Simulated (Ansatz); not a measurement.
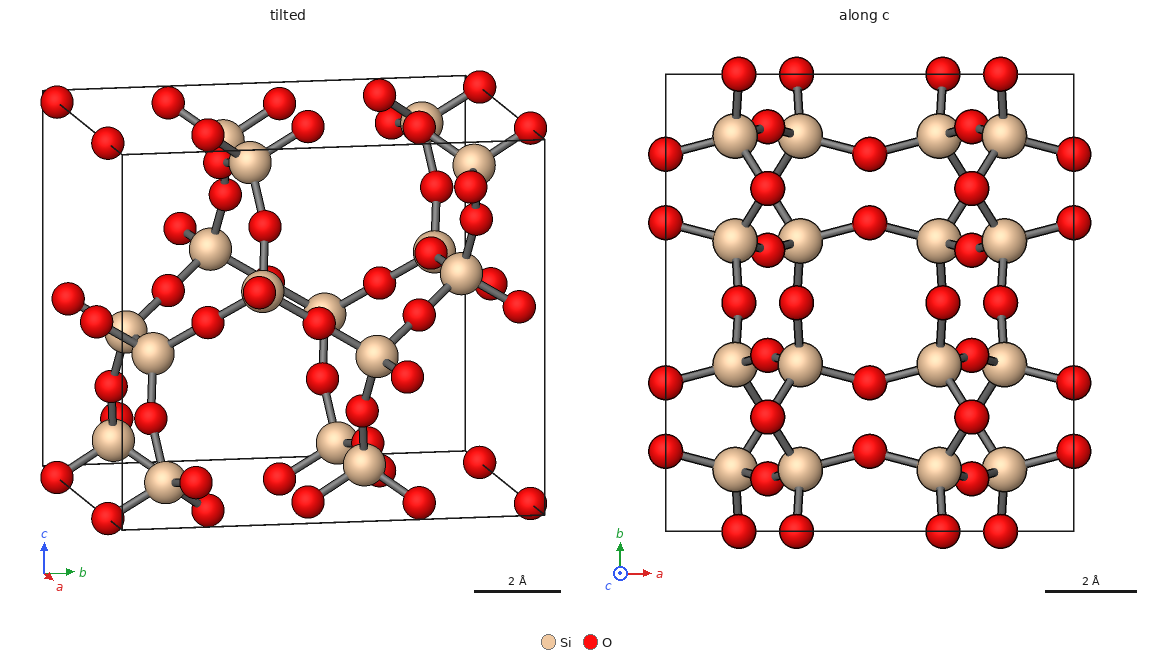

Drawn in the ball-and-stick manner and seen slightly off an axis and along the c axis. Lines trace the edges of the conventional unit cell. Cell: a = 9.067 Å, b = 10.156 Å, c = 8.957 Å, α = 90.00°, β = 90.00°, γ = 90.00°.

- The solid is SiO2.
- Its lattice is base-centred orthorhombic, its space group Cmce (No. 64).
- The cell comprises 16 formula units: 16 Si, 32 O.
- Si sits among four O in a tetrahedral arrangement at about 1.6 Å. Each O atom is coordinated by two Si at about 1.6 Å.
- The bonds build a three-dimensional framework.

It derives from a structure listed in the Materials Project. What is shown is the relaxed result from Ansatz, DFT r2SCAN, scalar-relativistic, plane waves, PAW.
